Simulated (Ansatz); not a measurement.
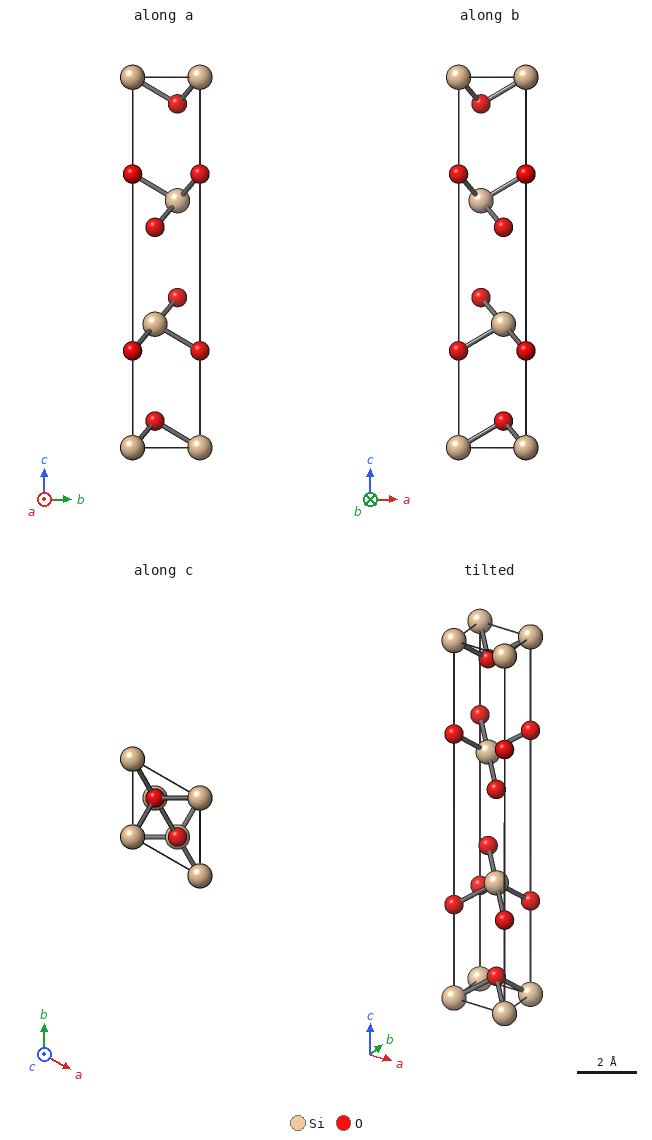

Structure drawing (ball-and-stick), viewed along the a axis, along the b axis, along the c axis and slightly off an axis. The conventional unit cell is outlined; an atom on or near a face, edge or corner is repeated at each equivalent position.

Lattice parameters: a = 2.665 Å, b = 2.665 Å, c = 12.686 Å, α = 90.00°, β = 90.00°, γ = 120.00°. Put a along x and b in the xy plane.

Q: Write down what is shown as a POSCAR file, with free fractional coordinates to two decimals.

A:
```
Si O
1.0
     2.665    0.000    0.000
    -1.333    2.308    0.000
     0.000    0.000   12.686
Si O
3 6
Direct
  0.6667 0.3333 0.3333
  0.3333 0.6667 0.6667
  0.00 0.00 0.00
  0.00 0.00 0.26
  0.3333 0.6667 0.41
  0.6667 0.3333 0.59
  0.00 0.00 0.74
  0.3333 0.6667 0.93
  0.6667 0.3333 0.07
```

The model was built from a structure type filled with these elements by a generator (whether the compound takes this form wasn't checked). It was relaxed at fixed volume with DFT PBE+D3(BJ), scalar-relativistic, plane waves, PAW in Ansatz.

At this level of theory the cell isn't at rest (compressed, at 7 GPa), so its distances can differ from those at equilibrium, the more so the softer the solid.
